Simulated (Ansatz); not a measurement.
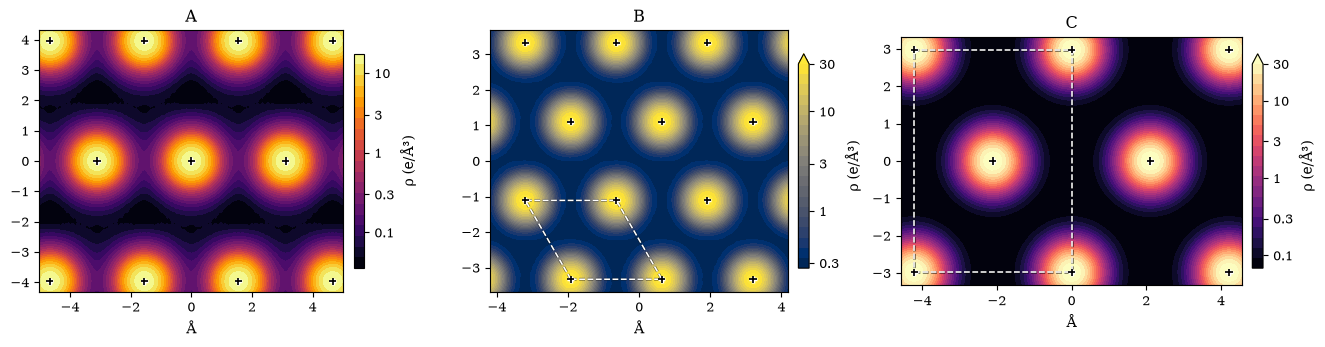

The valence electron density of 3 systems, each on a plane through atoms (crosses mark nuclei in the plane).

Theory: DFT, PBE, plane waves (420 eV) with PAW, scalar-relativistic in Ansatz 0.2.0.

System 1: Hg, the (001) plane of the conventional cell. Space group C2/c; set up as Hg, beta-Sn type; a generated structure, not necessarily the stable one; changed on purpose from its base cell (volume × 0.88); computed pressure about 3 GPa in this cell.

```xyz
4
Lattice="0.1757 0.1757 3.0983 5.6008 -5.6008 0.0000 2.8713 2.8713 -1.2273" Properties=species:S:1:pos:R:3 pbc="T T T"
Hg    4.2173    0.0897   -0.9205
Hg    7.1055   -2.6228    0.6287
Hg    4.2548   -2.8192   -0.3068
Hg    1.5423    0.0691    1.2423
```

System 2: Fe, the (001) plane of the conventional cell. Space group P6₃/mmc; set up as Fe, dhcp; a generated structure, not necessarily the stable one; changed on purpose from its base cell (volume × 1.04); computed pressure about −6 GPa in this cell; spin-polarised.

System 3: Yb, the (101̄) plane of the conventional cell. Space group Im-3m; set up as Yb, bcc; a generated structure, not necessarily the stable one; changed on purpose from its base cell (volume × 1.08); computed without spin polarisation; no Hubbard U on the f states and no spin–orbit coupling.

> Match each panel to its system.

Panel A is system 1, Hg: the plane holds Hg. Hg–Hg (3.11 Å): the density is about 0.18 e/Å³ at the midpoint. Panel B is system 2, Fe: the plane holds Fe. Fe–Fe (2.56 Å): the density is about 0.3 e/Å³ at the midpoint. Panel C is system 3, Yb: the plane holds Yb. Yb–Yb (3.65 Å): the density is about 0.07 e/Å³ at the midpoint.
